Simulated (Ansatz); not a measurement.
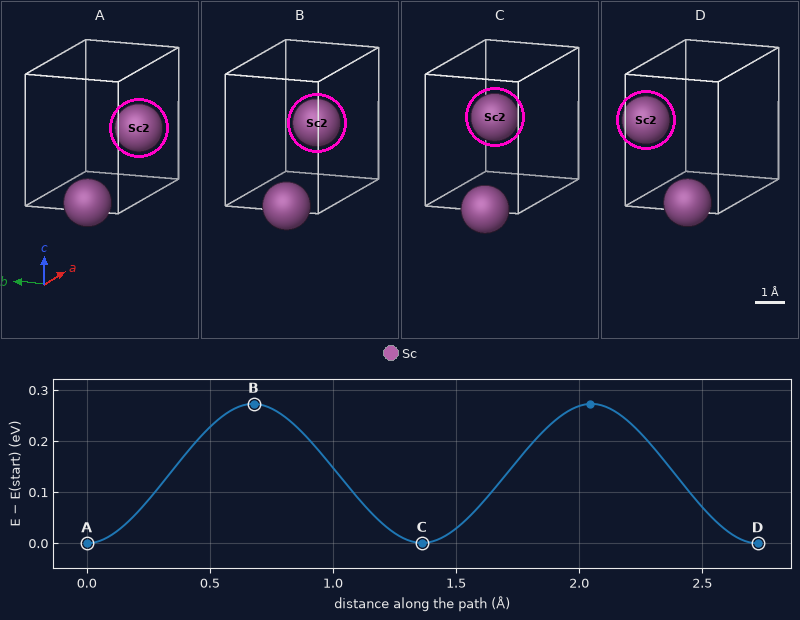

A nudged-elastic-band calculation for a 2-atom cell of Sc (set up in P6_3/mmc). Images are numbered from 0 (start) to 4 (end). Frames A to D are images 0, 1, 2, 4. The picture is a spheres-only view of the simulation cell (origin moved), seen from a free direction. The moving atom is ringed, with any periodic copies.

The calculation used DFT, LDA, PAW with Ansatz's default frozen-core files, scalar-relativistic (Ansatz). Set-up: plane-wave cutoff 420 eV; k-point mesh 8 × 8 × 4; Fermi-Dirac smearing 0.05 eV; 3 movable images; climbing image.

**Read off the barrier and say what moves.**

The barrier is about 0.273 eV in both directions, with image 1 at the top; the ends have the same energy. The profile has 2 maxima (images 1, 3) with a dip at image 2 (0.001 eV), so the process runs in steps. The path has more than one stage, and so few images may leave a stage unresolved. A Sc atom travels furthest, 3.31 Å from end to end, along +b, on a path that bends up to 0.49 Å away from the straight line. At the highest image its nearest neighbour (Sc) is 3.11 Å away, against 3.26 Å at the start, and the surrounding atoms stand up to 0.24 Å off the mean of their end positions. The band converged in 6 iterations. The largest component of the band force went from 0.84 to 0.042 eV/Å. The climbing image converged on the top of the path. Its curvatures weren't checked.

The run took 120 s on 4 threads of Arm Neoverse V1 (shared host), peak memory 0.86 GiB.
